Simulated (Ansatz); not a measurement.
Consider TlCl.

Input file:

```
crystal:
  lattice:
    - [3.7964357593, 0.0, 0.0]
    - [0.0, 3.7964357593, 0.0]
    - [0.0, 0.0, 3.7964357593]
  atoms:
    - { symbol: Tl, position: [0.0, 0.0, 0.0] }
    - { symbol: Cl, position: [0.5, 0.5, 0.5] }
basis:
  ecutwfc: 420
kpoints:
  mp_grid: { grid: [8, 8, 8] }
hamiltonian:
  xc: pbe
  dispersion: d3bj
scf:
  occupations: { method: gaussian, width: 0.02 }
output:
  forces: true
  stress: true
  eigenvalues: true
  write_density: true
  write_potential: true
  elf: true
  volumetric_format: npy
```

Run with:

```sh
ansatz run input.yaml --threads 1 --pin off --max-ram 2560MiB --backend cpu --events-out ev --progress --plain --runs-dir out
```

Below, planes, directions and counts refer to the conventional cell (a = 3.80 Å, b = 3.80 Å, c = 3.80 Å, α = 90.00°, β = 90.00°, γ = 90.00°).

Space group Pm-3m; changed on purpose from its base cell (volume × 0.91).

Level of theory: Ansatz 0.2.0, DFT PBE+D3(BJ), scalar-relativistic, plane waves, PAW.

Question: What will maps of the valence pseudo-density and electron localisation function show?

Answer: Tl–Cl (3.29 Å): ρ at the midpoint is about 0.1 e/Å³; the ELF is about 0.10 at the midpoint; no shared electron pair shows on this line.

Question: Metal or insulator at this level of theory?

Answer: It is gapped, with a Kohn–Sham gap of 2.0 eV on the k-point mesh (the band edges may lie off the mesh, which would make the gap smaller).

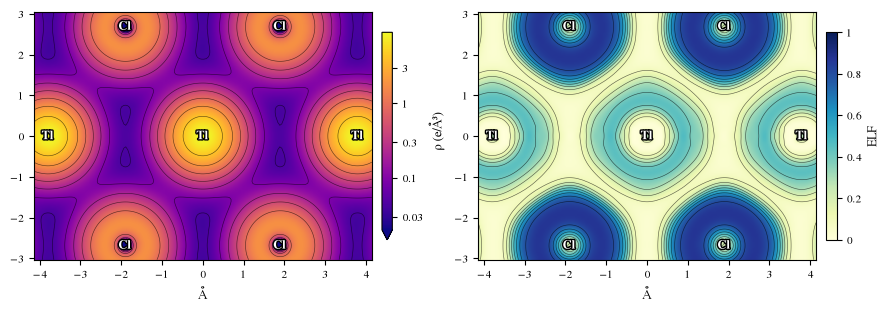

Computed valence pseudo-density and electron localisation function on the (011) plane of the conventional cell, in this order. 

Core electrons are frozen (PAW), and the valence fields are smoothed inside the atomic spheres.
